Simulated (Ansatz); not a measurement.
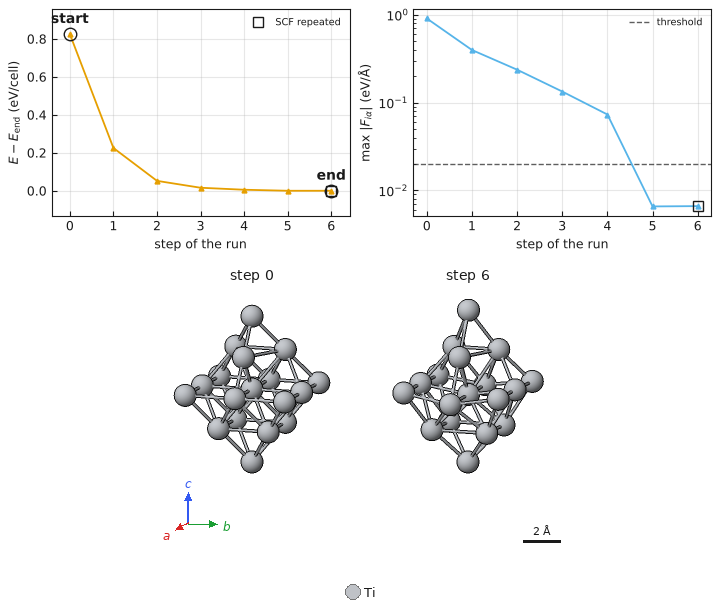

First and last geometry of a relaxation of a defect cell of composition Ti (started half-way along a vacancy jump, in the symmetry of that start), with the history of the run. Style: ball-and-stick. Shown: the atoms within 4.2 Å of the atom that moves most (axes of the conventional cell (2 times the calculation's cell)), slightly off an axis. Lengths and directions refer to the drawn axes.

Computed with Ansatz 0.2.0, DFT PBE, scalar-relativistic, plane waves, PAW. (plane-wave cutoff 420 eV; k-point mesh 4 × 4 × 4; occupations gaussian; smearing width 0.1 eV; no spin polarisation; atoms relaxed in a fixed cell; force threshold 0.02 eV/Å; at most 60 steps)

### Did the run converge, and what did it change?

It converged. Over 5 accepted moves (6 points after the start) the energy falls by 0.825 eV per cell of the calculation. Largest force component: 0.91 eV/Å at the start, 0.0066 eV/Å at the end. 1 step only repeated the SCF at the same geometry. The largest moves, 0.33 Å, are those of Ti atoms. The lattice vectors keep their values. Among the contacts that change: Ti–Ti 2.518 → 2.833 Å, Ti–Ti 2.908 → 3.201 Å, Ti–Ti 2.908 → 2.628 Å, Ti–Ti 2.908 → 3.083 Å.

```json
{"step": "0", "E − E(0), meV/atom": "0.00", "largest force component, eV/Å": "0.9066", "note": ""}
{"step": "1", "E − E(0), meV/atom": "-23.07", "largest force component, eV/Å": "0.3965", "note": ""}
{"step": "2", "E − E(0), meV/atom": "-29.73", "largest force component, eV/Å": "0.2367", "note": ""}
{"step": "3", "E − E(0), meV/atom": "-31.12", "largest force component, eV/Å": "0.1335", "note": ""}
{"step": "4", "E − E(0), meV/atom": "-31.53", "largest force component, eV/Å": "0.0731", "note": ""}
{"step": "5", "E − E(0), meV/atom": "-31.74", "largest force component, eV/Å": "0.0066", "note": ""}
{"step": "6", "E − E(0), meV/atom": "-31.74", "largest force component, eV/Å": "0.0066", "note": "same geometry, SCF repeated"}
```
